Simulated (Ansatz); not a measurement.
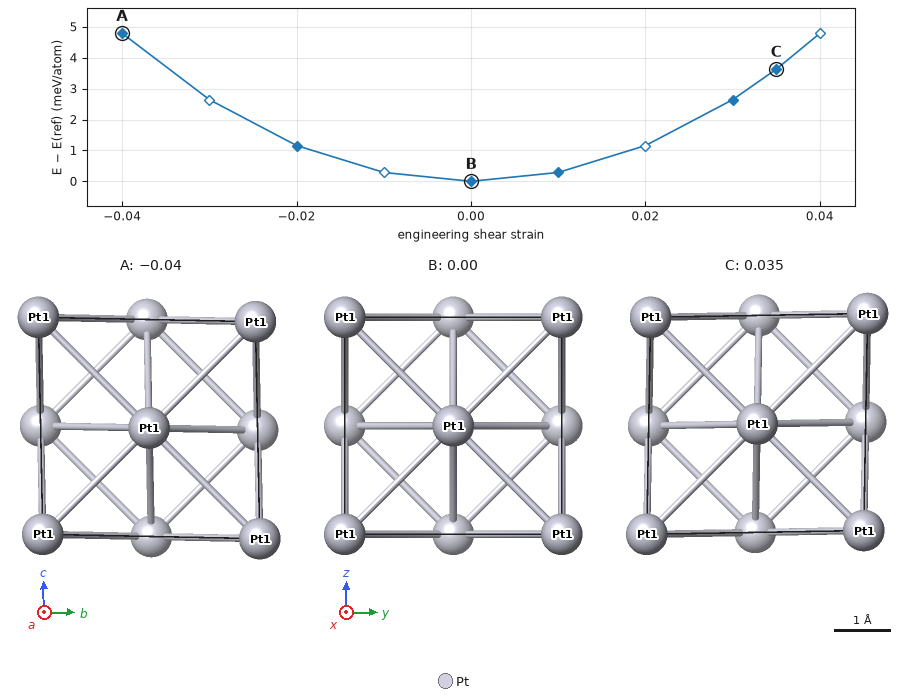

A scan of a crystal of Pt (Fm-3m): the cell is strained in shear in the yz plane, with the atoms kept at their fractional coordinates. x, y and z are the Cartesian axes of the input. The lettered frames are marked on the plot. Hollow markers are points alike by symmetry, not computed again. Style: ball-and-stick. Shown: the conventional cell (4 times the calculation's cell), along the a axis. Lengths and directions refer to the drawn axes.

Theory: DFT r2SCAN, scalar-relativistic, plane waves, PAW in Ansatz 0.2.0. Settings: plane-wave cutoff 500 eV; k-point mesh 26 × 26 × 26; occupations gaussian; smearing width 0.15 eV; no spin polarisation. Energies (free energies at the smearing named) are counted from the relaxed crystal.

Question: Read off the main features of the energy profile.

Answer: Of the computed points the lowest is at the strain 0.00, 0.00 meV/atom. The end points stand at 4.79 meV/atom (−0.04) and 4.79 meV/atom (0.04). The curvature at zero strain, (1/V) d²E/dε², is about 61 GPa; it is C₄₄ with clamped ions. The distortion takes the space group from Fm-3m to Immm. At the strain −0.04 the cell of the drawing goes b 3.940 → 3.941 Å, c 3.940 → 3.941 Å, α 90.0° → 92.3°.

The computed points:

```tsv
engineering shear strain	E − E(ref) (meV/atom)
−0.040	4.79
−0.030	2.64
−0.020	1.16
−0.010	0.29
0.000	0.00
0.010	0.29
0.020	1.16
0.030	2.64
0.035	3.63
0.040	4.79
```

Points that are alike by symmetry were computed once.
